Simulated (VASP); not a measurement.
# Geometry relaxation of Ge (part 2 of 2)

Continued. System: Ge (Fd-3m, 2 atoms in the cell). Method: Kohn-Sham DFT of a periodic cell, r2SCAN, VASP PAW PBE potentials, recommended, no spin polarisation (VASP 6.6.1); cutoff 600 eV, 10×10×10 k-mesh, Gaussian smearing of 0.03 eV. The structure derives from an entry of the Crystallography Open Database.

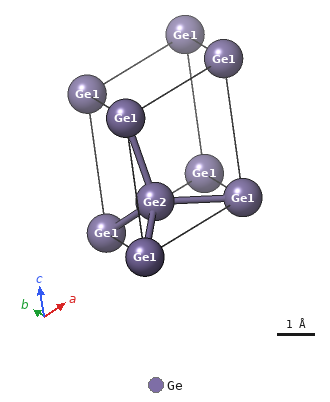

*The geometry at step 1 of the log (ball-and-stick view of the cell of the calculation, seen slightly off an axis; atoms are numbered from 1 in the order of the input).*

## Parts of OUTCAR, continued
```
  FORCE on cell =-STRESS in cart. coord.  units (eV):
  Direction    XX          YY          ZZ          XY          YZ          ZX
  --------------------------------------------------------------------------------------
  -------------------------------------------------------------------------------------
  Total        0.2123491      0.2123491      0.2123491     -0.0000000      0.0000000      0.0000000
  in kB        7.5140415      7.5140415      7.5140415     -0.0000000      0.0000000      0.0000000
  external PRESSURE =       7.5140415 kB  Pullay stress =       0.0000000 kB

 VOLUME and BASIS-vectors are now :
 -----------------------------------------------------------------------------
  energy-cutoff  :      600.00
  volume of cell :       45.28
      direct lattice vectors                 reciprocal lattice vectors
     0.000000000  2.828910000  2.828910000    -0.176746521  0.176746521  0.176746521
     2.828910000  0.000000000  2.828910000     0.176746521 -0.176746521  0.176746521
     2.828910000  2.828910000  0.000000000     0.176746521  0.176746521 -0.176746521

 POSITION                                       TOTAL-FORCE (eV/Angst)
 -----------------------------------------------------------------------------------
      0.00000      0.00000      0.00000        -0.000000     -0.000000     -0.000000
      1.41446      1.41446      1.41446         0.000000      0.000000      0.000000
 -----------------------------------------------------------------------------------
    total drift:                               -0.000000      0.000000      0.000000

  FREE ENERGIE OF THE ION-ELECTRON SYSTEM (eV)
  ---------------------------------------------------
  free  energy   TOTEN  =       -27.7428729891 eV

  energy  without entropy=      -27.7428729891  energy(sigma->0) =      -27.74287299

--------------------------------------- Ionic step        2  -------------------------------------------

 number of electron      28.0000023 magnetization

------------------------ aborting loop because EDIFF is reached ----------------------------------------

  FORCE on cell =-STRESS in cart. coord.  units (eV):
  Direction    XX          YY          ZZ          XY          YZ          ZX
  --------------------------------------------------------------------------------------
  -------------------------------------------------------------------------------------
  Total       -0.0785380     -0.0785380     -0.0785380     -0.0000000     -0.0000000      0.0000000
  in kB       -2.7368221     -2.7368221     -2.7368221     -0.0000000     -0.0000000      0.0000000
  external PRESSURE =      -2.7368221 kB  Pullay stress =       0.0000000 kB

 VOLUME and BASIS-vectors are now :
 -----------------------------------------------------------------------------
  energy-cutoff  :      600.00
  volume of cell :       45.98
      direct lattice vectors                 reciprocal lattice vectors
    -0.000000000  2.843400078  2.843400078    -0.175845814  0.175845814  0.175845814
     2.843400078  0.000000000  2.843400078     0.175845814 -0.175845814  0.175845814
     2.843400078  2.843400078 -0.000000000     0.175845814  0.175845814 -0.175845814

 POSITION                                       TOTAL-FORCE (eV/Angst)
 -----------------------------------------------------------------------------------
      5.68680      5.68680      5.68680         0.000000      0.000000      0.000000
      1.42170      1.42170      1.42170        -0.000000     -0.000000     -0.000000
 -----------------------------------------------------------------------------------
    total drift:                               -0.000000      0.000000      0.000000

  FREE ENERGIE OF THE ION-ELECTRON SYSTEM (eV)
  ---------------------------------------------------
  free  energy   TOTEN  =       -27.7436524331 eV

  energy  without entropy=      -27.7436524331  energy(sigma->0) =      -27.74365243

--------------------------------------- Ionic step        3  -------------------------------------------

 number of electron      28.0000020 magnetization

 Free energy of the ion-electron system (eV)
  ---------------------------------------------------
  ext. energy  EPLUGINS =         0.00000000
  ---------------------------------------------------
  free energy    TOTEN  =       -27.74392792 eV

  energy without entropy =      -27.74392792  energy(sigma->0) =      -27.74392792

 E-fermi :   4.8385     XC(G=0): -10.7670     alpha+bet :-10.3114

 val. band max:        4.7026761807   @ k =   0.0000   0.0000   0.0000
 cond. band min:       5.0105128554   @ k =   0.0000   0.0000   0.0000
 fundamental gap:      0.3078366747
 Fermi energy:         4.8385249490

 k-point     1 :       0.0000    0.0000    0.0000
  band No.  band energies     occupation
      1     -20.7774      2.00000
      2     -20.7774      2.00000
      3     -20.7774      2.00000
      4     -20.7387      2.00000
      5     -20.7387      2.00000
      6     -20.5267      2.00000
      7     -20.5267      2.00000
      8     -20.5267      2.00000
      9     -20.5077      2.00000
     10     -20.5077      2.00000
     11      -8.5225      2.00000
     12       4.7026      2.00000
     13       4.7027      2.00000
     14       4.7027      2.00000
     15       5.0105      0.00000
     16       7.4122      0.00000
     17       7.4123      0.00000
     18       7.4123      0.00000

 k-point     2 :       0.1000    0.0000    0.0000
  band No.  band energies     occupation
      1     -20.7832      2.00000
      2     -20.7832      2.00000
      3     -20.7758      2.00000
      4     -20.7307      2.00000
      5     -20.7307      2.00000
      6     -20.5340      2.00000
      7     -20.5340      2.00000
      8     -20.5287      2.00000
      9     -20.5017      2.00000
     10     -20.5017      2.00000
     11      -8.3955      2.00000
     12       2.8639      2.00000
     13       4.4637      2.00000
     14       4.4638      2.00000
     15       5.9407      0.00000
     16       7.7327      0.00000
     17       7.7328      0.00000
     18       8.0687      0.00000

 k-point     3 :       0.2000    0.0000    0.0000
  band No.  band energies     occupation
      1     -20.7922      2.00000
      2     -20.7922      2.00000
      3     -20.7714      2.00000
      4     -20.7161      2.00000
      5     -20.7161      2.00000
      6     -20.5450      2.00000
      7     -20.5450      2.00000
      8     -20.5337      2.00000
      9     -20.4934      2.00000
     10     -20.4934      2.00000
     11      -8.0220      2.00000
     12       0.8339      2.00000
     13       4.0033      2.00000
     14       4.0034      2.00000
     15       5.7772      0.00000
     16       8.3252      0.00000
     17       8.3252      0.00000
     18       9.7865      0.00000

 k-point     4 :       0.3000    0.0000    0.0000
  band No.  band energies     occupation
      1     -20.7985      2.00000
      2     -20.7984      2.00000
      3     -20.7659      2.00000
      4     -20.7041      2.00000
      5     -20.7041      2.00000
      6     -20.5530      2.00000
      7     -20.5530      2.00000
      8     -20.5401      2.00000
      9     -20.4879      2.00000
     10     -20.4879      2.00000
     11      -7.4335      2.00000
     12      -1.0059      2.00000
     13       3.5917      2.00000
     14       3.5918      2.00000
     15       5.4355      0.00000
     16       8.6766      0.00000
     17       8.6767      0.00000
     18      11.6608      0.00000

 k-point     5 :       0.4000    0.0000    0.0000
  band No.  band energies     occupation
      1     -20.8014      2.00000
      2     -20.8014      2.00000
      3     -20.7614      2.00000
      4     -20.6977      2.00000
      5     -20.6977      2.00000
      6     -20.5564      2.00000
      7     -20.5564      2.00000
      8     -20.5454      2.00000
      9     -20.4852      2.00000
     10     -20.4852      2.00000
     11      -6.7427      2.00000
     12      -2.4680      2.00000
     13       3.3253      2.00000
     14       3.3254      2.00000
     15       5.1961      0.00000
     16       8.7188      0.00000
     17       8.7188      0.00000
     18      12.4409      0.00000

 [... the levels of 18 k-points are left out ...]

 k-point    24 :       0.4000    0.3000    0.0000
  band No.  band energies     occupation
      1     -20.8115      2.00000
      2     -20.8056      2.00000
      3     -20.7611      2.00000
      4     -20.6735      2.00000
      5     -20.6553      2.00000
      6     -20.6296      2.00000
      7     -20.5691      2.00000
      8     -20.5238      2.00000
      9     -20.4809      2.00000
     10     -20.4745      2.00000
     11      -6.4235      2.00000
     12      -2.0707      2.00000
     13       1.5942      2.00000
     14       1.9768      2.00000
     15       5.9185      0.00000
     16       7.1585      0.00000
     17      11.7879      0.00000
     18      12.3182      0.00000

 [... further k-points ...]

------------------------ aborting loop because EDIFF is reached ----------------------------------------

  FORCE on cell =-STRESS in cart. coord.  units (eV):
  Direction    XX          YY          ZZ          XY          YZ          ZX
  --------------------------------------------------------------------------------------
  -------------------------------------------------------------------------------------
  Total       -0.0007410     -0.0007410     -0.0007410      0.0000000      0.0000000     -0.0000000
  in kB       -0.0259570     -0.0259570     -0.0259570      0.0000000      0.0000000     -0.0000000
  external PRESSURE =      -0.0259570 kB  Pullay stress =       0.0000000 kB

 VOLUME and BASIS-vectors are now :
 -----------------------------------------------------------------------------
  energy-cutoff  :      600.00
  volume of cell :       45.73
      direct lattice vectors                 reciprocal lattice vectors
    -0.000000000  2.838394228  2.838394228    -0.176155939  0.176155939  0.176155939
     2.838394228  0.000000000  2.838394228     0.176155939 -0.176155939  0.176155939
     2.838394228  2.838394228 -0.000000000     0.176155939  0.176155939 -0.176155939

 POSITION                                       TOTAL-FORCE (eV/Angst)
 -----------------------------------------------------------------------------------
      0.00000      0.00000      0.00000         0.000000      0.000000      0.000000
      1.41920      1.41920      1.41920        -0.000000     -0.000000     -0.000000
 -----------------------------------------------------------------------------------
    total drift:                               -0.000000      0.000000      0.000000

  FREE ENERGIE OF THE ION-ELECTRON SYSTEM (eV)
  ---------------------------------------------------
  free  energy   TOTEN  =       -27.7439279161 eV

  energy  without entropy=      -27.7439279161  energy(sigma->0) =      -27.74392792

 reached required accuracy - stopping structural energy minimisation
```

## CONTCAR
```
Ge
   1.00000000000000
    -0.0000000000000000    2.8383942277306393    2.8383942277306393
     2.8383942277306393    0.0000000000000000    2.8383942277306393
     2.8383942277306393    2.8383942277306393   -0.0000000000000000
  Ge
     2
Direct
     0.0000000000000000    0.0000000000000000    0.0000000000000000
     0.2500000000000000    0.2500000000000000    0.2500000000000000

  0.00000000E+00  0.00000000E+00  0.00000000E+00
  0.00000000E+00  0.00000000E+00  0.00000000E+00
```

## Trajectory as extended XYZ (Å, eV, eV/Å), 3 frames, from step=0 to step=2
```
2
Lattice="0.0000 2.8289 2.8289 2.8289 0.0000 2.8289 2.8289 2.8289 0.0000" Properties=species:S:1:pos:R:3:forces:R:3 step=0 energy=-27.74287
Ge    0.0000    0.0000    0.0000    0.0000   0.0000   0.0000
Ge    1.4145    1.4145    1.4145    0.0000   0.0000   0.0000
2
Lattice="-0.0000 2.8434 2.8434 2.8434 0.0000 2.8434 2.8434 2.8434 -0.0000" Properties=species:S:1:pos:R:3:forces:R:3 step=1 energy=-27.74365
Ge    5.6868    5.6868    5.6868    0.0000   0.0000   0.0000
Ge    1.4217    1.4217    1.4217    0.0000   0.0000   0.0000
2
Lattice="-0.0000 2.8384 2.8384 2.8384 0.0000 2.8384 2.8384 2.8384 -0.0000" Properties=species:S:1:pos:R:3:forces:R:3 step=2 energy=-27.74393
Ge    0.0000    0.0000    0.0000    0.0000   0.0000   0.0000
Ge    1.4192    1.4192    1.4192    0.0000   0.0000   0.0000
```

The run was set up as follows.

## INCAR
```
SYSTEM = Ge
ALGO = Normal ; EDIFF = 1E-6
EDIFFG = -0.01 ; ENCUT = 600
IBRION = 2 ; ISIF = 3
ISMEAR = 0 ; LASPH = .True.
LCHARG = .False. ; LMIXTAU = .True.
LREAL = .False. ; LWAVE = .False.
METAGGA = R2SCAN ; NELM = 80
NSW = 90 ; PREC = Accurate
SIGMA = 0.03
```

## KPOINTS
```
k-points
0
Gamma
  10 10 10
  0 0 0
```

## POSCAR
```
Ge
1.0
    0.0000000000      2.8289100000      2.8289100000
    2.8289100000      0.0000000000      2.8289100000
    2.8289100000      2.8289100000      0.0000000000
Ge
2
Direct
    0.0000000000      0.0000000000      0.0000000000
    0.2500000000      0.2500000000      0.2500000000
```

Run as:
```bash
cat potpaw_PBE.64/Ge_d/POTCAR > POTCAR
mpirun -np 1 vasp_std > vasp.out
```

## Key numbers

```csv
quantity,value
outcome,converged
space group (tolerance 0.01 Å),Fd-3m (227)
electrons treated,28
free energy,−27.7439 eV
Fermi energy,4.839 eV
gap on the k-point mesh,0.31 eV
pressure,0.00 GPa
final volume,45.73 Å³
largest force (length of the vector) at the end,under 0.001 eV/Å
final cell,"a = 4.014 Å, b = 4.014 Å, c = 4.014 Å, α = 60.00°, β = 60.00°, γ = 60.00°"
hardware,"1 thread of Intel Xeon @ 2.50GHz (Skylake/Cascade Lake), 64 GiB of memory available, shared host"
wall time,4.1 min
peak memory,0.21 GiB
```
